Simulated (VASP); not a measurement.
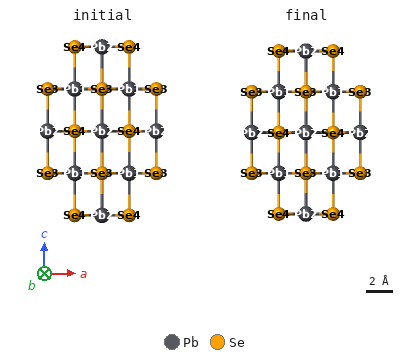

The structure of crystalline PbSe (a generated structure, set up in I4/mmm) before (left) and after (right) a relaxation, at one scale.

A ball-and-stick model of the cell of the calculation, seen along the b axis.

The run lets cell and atoms move.

Level of theory: VASP, Kohn-Sham DFT of a periodic cell, PBE, VASP PAW PBE potentials, recommended.

Input file:
```
SYSTEM = PbSe
PREC = Accurate
ENCUT = 600
EDIFF = 1E-7
ISMEAR = 0
SIGMA = 0.02
LREAL = .False.
LASPH = .True.
NELM = 60
ALGO = Normal
ISIF = 3
LWAVE = .False.
LCHARG = .False.
GGA = PE
IBRION = 2
NSW = 40
EDIFFG = -0.02
LATTICE_CONSTRAINTS = .FALSE. .FALSE. .TRUE.
KPAR = 4
```

Run as
```bash
cat potpaw_PBE.64/Pb_d/POTCAR potpaw_PBE.64/Se/POTCAR > POTCAR
mpirun -np 4 vasp_std > vasp.out
```

Question: Describe what moved and what it gained.

Answer: The atoms keep their places relative to the cell (all moves are under 0.005 Å). The volume changes by −3.2 %, with a = b unchanged at 4.194 Å, c 6.496 → 6.285 Å (−3.2 %). Near-neighbour distances that change, for instance: Pb1–Se4 3.248 → 3.143 Å. The space group stays I4/mmm (No. 139). After 2 geometry steps the energy has fallen by 36.6 meV per cell of the calculation. All forces vanish by symmetry, so only the cell relaxes. Pressure: 3.82 GPa at the start and 5.23 GPa at the end. It ran on 4 threads of Intel(R) Xeon(R) 6975P-C (Granite Rapids) (shared host).
